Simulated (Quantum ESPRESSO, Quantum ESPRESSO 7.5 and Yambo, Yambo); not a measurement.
# A GW chain in Yambo: GaAs (F-43m)

Wanted: ground state, empty states, screening and self-energy for GaAs (F-43m).

Main program and level: Quantum ESPRESSO 7.5 and Yambo 5.3.0; PBE and many-body steps on it, plane waves.

**Experimental background.**

- Gap 1.51 eV: band-edge emission energy from PL (direct gap at Gamma); photoluminescence, 633 nm excitation; 77 K; bulk crystal (MBE GaAs matrix around a thin InAs wetting layer on semi-insulating GaAs (100)) (“Photoluminescence of InAs/GaAs quantum dots under direct two-photon excitation”, 2020, pmc:7331710).

- Gap 1.42 eV: band-edge photoluminescence emission energy of the GaAs substrate; time-integrated photoluminescence; 300 K; bulk crystal ((001) GaAs substrate beneath GaBiAs epilayers) (“Investigation of the anisotropic electron g factor as a probe of the electronic structure of GaBixAs1-x/GaAs epilayers”, 2014, arxiv:1409.8467).

- Gap 1.412 ± 0.01 eV: direct gap E0 at Gamma from ellipsometry; variable-angle spectroscopic ellipsometry, parametric critical-point fit; 300 K; bulk crystal (semi-insulating GaAs(001) reference substrate with native oxide) (“Evidence of valence band perturbations in GaAsN/GaAs(001): A combined variable-angle spectroscopic ellipsometry and modulated photoreflectance investigation”, 2008, arxiv:0805.2212).

- Gap 1.418 ± 0.005 eV: direct gap E0 at Gamma from PR; modulated photoreflectance, low-field lineshape fit; 300 K; bulk crystal (semi-insulating GaAs(001) reference substrate) (“Evidence of valence band perturbations in GaAsN/GaAs(001): A combined variable-angle spectroscopic ellipsometry and modulated photoreflectance investigation”, 2008, arxiv:0805.2212).

Most raw output is cut from this account.

### Step 1. Starting point

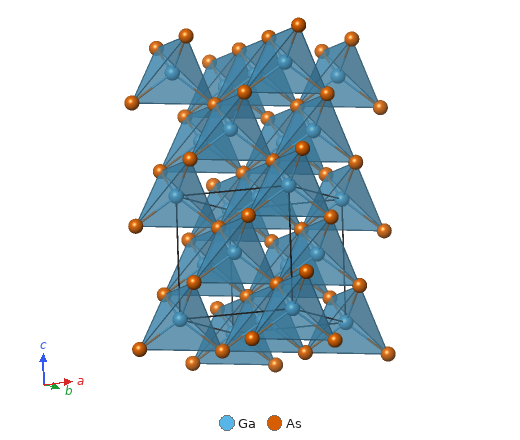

The starting structure, seen from a free direction (gallium blue, arsenic orange). 1×1×2 cells are drawn. This picture shows the conventional cell, with its axes. Some periodic images of atoms are drawn too.

The cell and positions come from the Crystallography Open Database and are kept as given unless a step says otherwise.

### Step 2. Ground state

This step: Quantum ESPRESSO 7.5; DFT, PBE, plane waves, norm-conserving pseudopotentials.

The ground-state density comes first.

Contents of pw.in:

```
&control
  calculation = 'scf'
  prefix = 'x'
  outdir = 'o'
  pseudo_dir = 'pseudo'
/
&system
  ibrav = 0
  nat = 2
  ntyp = 2
  ecutwfc = 104.0
  nbnd = 27
  force_symmorphic = .true.
/
&electrons
  conv_thr = 1e-10
  electron_maxstep = 80
  mixing_beta = 0.5
/
ATOMIC_SPECIES
  Ga 69.723 Ga.upf
  As 74.922 As.upf
CELL_PARAMETERS angstrom
  0.0000000000 2.8268500000 2.8268500000
  2.8268500000 0.0000000000 2.8268500000
  2.8268500000 2.8268500000 0.0000000000
ATOMIC_POSITIONS crystal
  Ga 0.0000000000 0.0000000000 0.0000000000
  As 0.2500000000 0.2500000000 0.2500000000
K_POINTS automatic
  6 6 6 0 0 0
```

Command:

```console
$ OMP_NUM_THREADS=1 mpirun -n 4 pw.x -nk 4 -in pw.in > pw.out
```

Elapsed: 13 s, on 4 MPI ranks of Arm Neoverse V1, shared host; peak memory 0.34 GiB; 51 s of CPU time.

Numbers from this step:

| Property | Result |
| --- | --- |
| total energy | -15064.4168 eV |
| gap | 0.5181 eV |
| k of the valence top | 0, 0, 0 |
| k of the conduction bottom | 0, 0, 0 |
| least direct gap | 0.5181 eV |

The gap is direct, at Γ.

### Step 3. Bands along the symmetry lines

The cheap functional maps the bands first; the places of the edges decide which points the dearer methods must see.

Contents of pw.in:

```
&control
  calculation = 'bands'
  prefix = 'x'
  outdir = 'o'
  pseudo_dir = 'pseudo'
/
&system
  ibrav = 0
  nat = 2
  ntyp = 2
  ecutwfc = 104.0
  nbnd = 28
  force_symmorphic = .true.
/
&electrons
  conv_thr = 1e-9
  electron_maxstep = 80
  diago_full_acc = .true.
  diago_thr_init = 5e-6
/
ATOMIC_SPECIES
  Ga 69.723 Ga.upf
  As 74.922 As.upf
CELL_PARAMETERS angstrom
  0.0000000000 2.8268500000 2.8268500000
  2.8268500000 0.0000000000 2.8268500000
  2.8268500000 2.8268500000 0.0000000000
ATOMIC_POSITIONS crystal
  Ga 0.0000000000 0.0000000000 0.0000000000
  As 0.2500000000 0.2500000000 0.2500000000
K_POINTS crystal
  50
  0.00000000 0.00000000 0.00000000 1
  -0.06250000 -0.06250000 0.00000000 1
  -0.12500000 -0.12500000 0.00000000 1
  -0.18750000 -0.18750000 0.00000000 1
  -0.25000000 -0.25000000 0.00000000 1
  -0.31250000 -0.31250000 0.00000000 1
  -0.37500000 -0.37500000 0.00000000 1
  -0.43750000 -0.43750000 0.00000000 1
  -0.50000000 -0.50000000 0.00000000 1
  -0.48437500 -0.48437500 0.03125000 1
  -0.46875000 -0.46875000 0.06250000 1
  -0.45312500 -0.45312500 0.09375000 1
  -0.43750000 -0.43750000 0.12500000 1
  -0.42187500 -0.42187500 0.15625000 1
  -0.40625000 -0.40625000 0.18750000 1
  -0.39062500 -0.39062500 0.21875000 1
  -0.37500000 -0.37500000 0.25000000 1
  -0.37500000 0.00000000 0.37500000 1
  -0.32812500 0.00000000 0.32812500 1
  -0.28125000 0.00000000 0.28125000 1
  -0.23437500 0.00000000 0.23437500 1
  -0.18750000 0.00000000 0.18750000 1
  -0.14062500 0.00000000 0.14062500 1
  -0.09375000 0.00000000 0.09375000 1
  -0.04687500 0.00000000 0.04687500 1
  0.00000000 0.00000000 0.00000000 1
  0.00000000 0.00000000 0.06250000 1
  0.00000000 0.00000000 0.12500000 1
  0.00000000 0.00000000 0.18750000 1
  0.00000000 0.00000000 0.25000000 1
  0.00000000 0.00000000 0.31250000 1
  0.00000000 0.00000000 0.37500000 1
  0.00000000 0.00000000 0.43750000 1
  -0.00000000 -0.00000000 0.50000000 1
  -0.06250000 -0.03125000 0.46875000 1
  -0.12500000 -0.06250000 0.43750000 1
  -0.18750000 -0.09375000 0.40625000 1
  -0.25000000 -0.12500000 0.37500000 1
  -0.31250000 -0.15625000 0.34375000 1
  -0.37500000 -0.18750000 0.31250000 1
  -0.43750000 -0.21875000 0.28125000 1
  -0.50000000 -0.25000000 0.25000000 1
  -0.50000000 -0.28125000 0.21875000 1
  -0.50000000 -0.31250000 0.18750000 1
  -0.50000000 -0.34375000 0.15625000 1
  -0.50000000 -0.37500000 0.12500000 1
  -0.50000000 -0.40625000 0.09375000 1
  -0.50000000 -0.43750000 0.06250000 1
  -0.50000000 -0.46875000 0.03125000 1
  -0.50000000 -0.50000000 0.00000000 1
```

It took 7.9 s on 4 MPI ranks; peak memory 0.27 GiB; 31 s of CPU time.

This step gave:

| Item | Value |
| --- | --- |
| gap | 0.5181 eV |
| k of the valence top | 0, 0, 0 |
| k of the conduction bottom | 0, 0, 0 |
| least direct gap | 0.5181 eV |

The gap is 0.518 eV, as in the run before at this level.

Electronic bands along the path, in eV, zero at the top of the highest filled band:

```tsv
point	band 19	band 20	band 21	band 22	band 23	band 24	band 25	band 26
Γ	-12.73	0.00	0.00	0.00	0.52	3.74	3.74	3.74
X	-10.22	-6.81	-2.68	-2.68	1.47	1.66	10.18	10.18
U	-10.26	-6.63	-3.86	-2.26	1.97	4.64	7.96	8.07
jump to K	-10.26	-6.63	-3.86	-2.26	1.97	4.64	7.96	8.07
Γ	-12.73	0.00	0.00	0.00	0.52	3.74	3.74	3.74
L	-10.96	-6.63	-1.14	-1.14	1.00	4.64	4.64	7.76
W	-10.17	-6.63	-3.53	-3.34	4.62	4.73	5.42	6.05
X	-10.22	-6.81	-2.68	-2.68	1.47	1.66	10.18	10.18
```

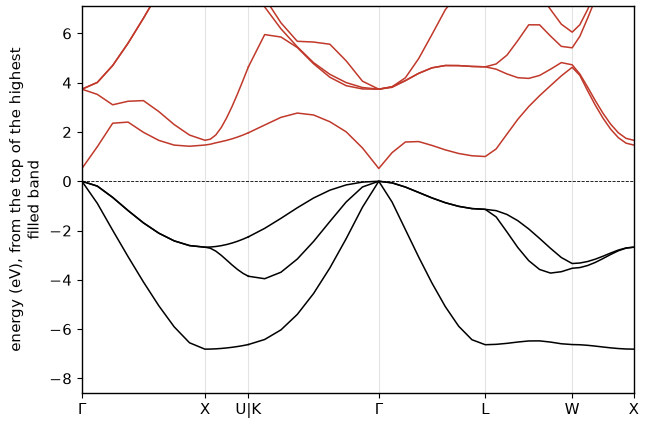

Electronic bands along the path; lines of filled and empty bands in two colours.

### Step 4. Empty states on the mesh, 4×4×4 mesh, 187 bands

The sums over transitions need many empty states on a uniform mesh; this step solves for them.

Contents of pw.in:

```
&control
  calculation = 'nscf'
  prefix = 'x'
  outdir = 'o'
  pseudo_dir = 'pseudo'
/
&system
  ibrav = 0
  nat = 2
  ntyp = 2
  ecutwfc = 104.0
  nbnd = 187
  force_symmorphic = .true.
/
&electrons
  conv_thr = 1e-9
  electron_maxstep = 80
  diago_full_acc = .true.
  diago_thr_init = 5e-6
/
ATOMIC_SPECIES
  Ga 69.723 Ga.upf
  As 74.922 As.upf
CELL_PARAMETERS angstrom
  0.0000000000 2.8268500000 2.8268500000
  2.8268500000 0.0000000000 2.8268500000
  2.8268500000 2.8268500000 0.0000000000
ATOMIC_POSITIONS crystal
  Ga 0.0000000000 0.0000000000 0.0000000000
  As 0.2500000000 0.2500000000 0.2500000000
K_POINTS automatic
  4 4 4 0 0 0
```

Elapsed: 20 s, on 4 MPI ranks; peak memory 0.56 GiB; 81 s of CPU time.

This step gave:

```
gap                                                           : 0.5181 eV
k of the valence top                                          : 0, 0, 0
k of the conduction bottom                                    : 0, 0, 0
least direct gap                                              : 0.5181 eV
k points computed                                             : 8
lowest point of the top converged band, above the valence top : 127.2009 eV
```

On this mesh the gap is 0.518 eV.

### Step 5. Conversion and set-up

This step: Yambo 5.3.0; conversion and set-up on PBE, plane waves, norm-conserving pseudopotentials.

The states are converted to the many-body program's format and the q mesh is built.

Command:

```console
$ (cd o/x.save; p2y > p2y.log; mv SAVE ../..); yambo > setup.log
```

Run time: 3.2 s. Hardware: 1 MPI rank; peak memory 0.26 GiB.

### Step 6. Screening and self-energy, 4×4×4 mesh, 187 bands, screening to 231.3 eV

G0W0 replaces the xc potential by the self-energy, built once from these orbitals. Only a window of levels is corrected, while the sums run over the empty bands that the input names.

This step: G0W0 on PBE, plane waves, norm-conserving pseudopotentials.

Contents of gw1.in:

```
HF_and_locXC
gw0
dyson
ppa
em1d
rim_cut
RandQpts= 1000000
RandGvec= 1 RL
EXXRLvcs= 104 Ry
VXCRLvcs= 416 Ry
Chimod= "HARTREE"
% BndsRnXp
 1 | 187 |
%
NGsBlkXp= 17 Ry
% LongDrXp
 1 | 1 | 1 |
%
% GbndRnge
 1 | 187 |
%
DysSolver= "n"
ExtendOut
PPAPntXp= 27.21138 eV
% QPkrange
 1 | 1 | 21 | 24 |
%
```

Command:

```console
$ OMP_NUM_THREADS=1 mpirun -n 4 yambo -F gw1.in -J gw1 -C gw1 > gw1.log
```

The job ended after 6.3 min (4 MPI ranks; peak memory 2.2 GiB).

Numbers from this step:

```yaml
g0w0_gap_on_the_points_computed: 1.147 eV
starting_gap_on_the_mesh: 0.5181 eV
k_of_the_valence_top: 0, 0, 0
k_of_the_conduction_bottom: 0, 0, 0
least_direct_g0w0_gap_on_the_computed_points: 1.147 eV
z_at_the_valence_top: 0.7950
z_at_the_conduction_bottom: 0.7982
```

The gap on the mesh goes from 0.52 eV to 1.15 eV, a correction of +0.63 eV.

Limits: finite bands, cutoff and mesh; no spin-orbit coupling; coarse k mesh. v1 is the top filled band, c1 the lowest empty one. The levels before and after the correction (eV, zero at the valence-band top of each column):

```tsv
	conduction bottom	valence top
Kohn-Sham	0.52	0.00
G0W0	1.15	0.00
```

```tsv
	level	energy (eV)
Kohn-Sham	Γ v2-v1	0.000
Kohn-Sham	Γ c1	0.518
Kohn-Sham	Γ c2	3.737
G0W0	Γ v2-v1	0.000
G0W0	Γ c1	1.147
G0W0	Γ c2	4.321
```

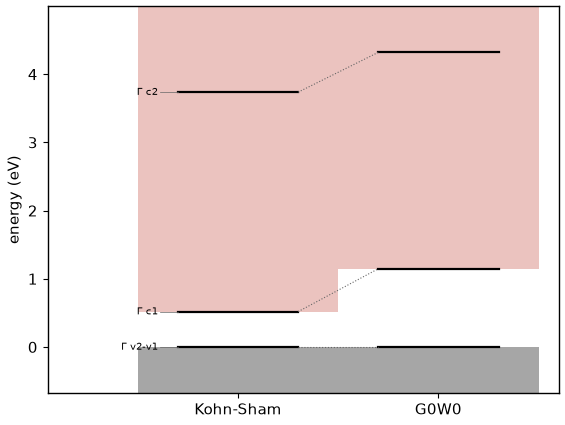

Levels before and after the correction. Shaded: valence and conduction bands.

### Step 7. Where the time went

Times are wall times on the hardware named with each run, good to a factor of about two.

```tsv
step	time	share	memory (GiB)
ground state	13 s	3 %	0.34
bands along the symmetry lines	7.9 s	2 %	0.27
empty states on the mesh	20 s	5 %	0.56
conversion and set-up	3.2 s	1 %	0.26
screening and self-energy	6.3 min	89 %	2.2
```

### Step 8. Summary of results

| Quantity | Value |
| --- | --- |
| PBE gap | 0.52 eV, direct |
| G0W0 gap on the mesh | 1.15 eV |
| GW settings | 4×4×4 mesh, 187 bands, screening to 231.3 eV, Godby-Needs plasmon pole |
| known limits | not at the basis limit; no spin-orbit coupling; coarse k mesh |

**Reading.** G0W0 moves the gap on the mesh from 0.52 eV to 1.15 eV (+0.63 eV), with Z of 0.79 and 0.80 at the edges. Only 1 of the mesh's irreducible points was corrected, so a valley elsewhere could overtake. The dearest step here is «screening and self-energy». Against experiment, by G0W0@PBE: the direct gap of 1.15 eV lies −0.36 eV from the measured 1.51 eV (exciton, 77 K, 2020); the direct gap of 1.15 eV lies −0.27 eV from the measured 1.42 eV (exciton, 300 K, 2014); the direct gap of 1.15 eV lies −0.26 eV from the measured 1.412 ± 0.01 eV (direct, 300 K, 2008); the direct gap of 1.15 eV lies −0.27 eV from the measured 1.418 ± 0.005 eV (direct, 300 K, 2008). An exciton line or allowed optical edge lies below the quasiparticle gap by the binding energy; a forbidden edge can push the onset above it. The calculation has static nuclei and no excitons; a measured gap holds zero-point and thermal motion, which mostly lowers it. Bands and cutoff are finite, so the gap is not at the basis limit. The miss can reach some tenths of an eV and take either sign; the mesh is an error of its own. In the G0W0 run levels were corrected at 1 k point alone, so a gap called «on the mesh» is the least over those, and an edge elsewhere would be missed. The 4×4×4 mesh is coarse for this cell, which bears on the long-range parts of exchange and screening. The many-body steps are scalar-relativistic: spin-orbit coupling is not in them.

[Paths, hosts, dates, memory and timing lines, banners, echoed tables and standing remarks are left out of the program output.]

[Logs are printed without paths, hosts, clocks, repeated set-up lines and the standing remarks that a program may print on its own settings, such as how far it seeks lower states.]

[Runs of the session that timed out or met a known fault of the program may be left out.]

[Hosts, paths, dates, database ids (printed as entryN), source tags and the programs' standing remarks are cut or masked in the printed files.]
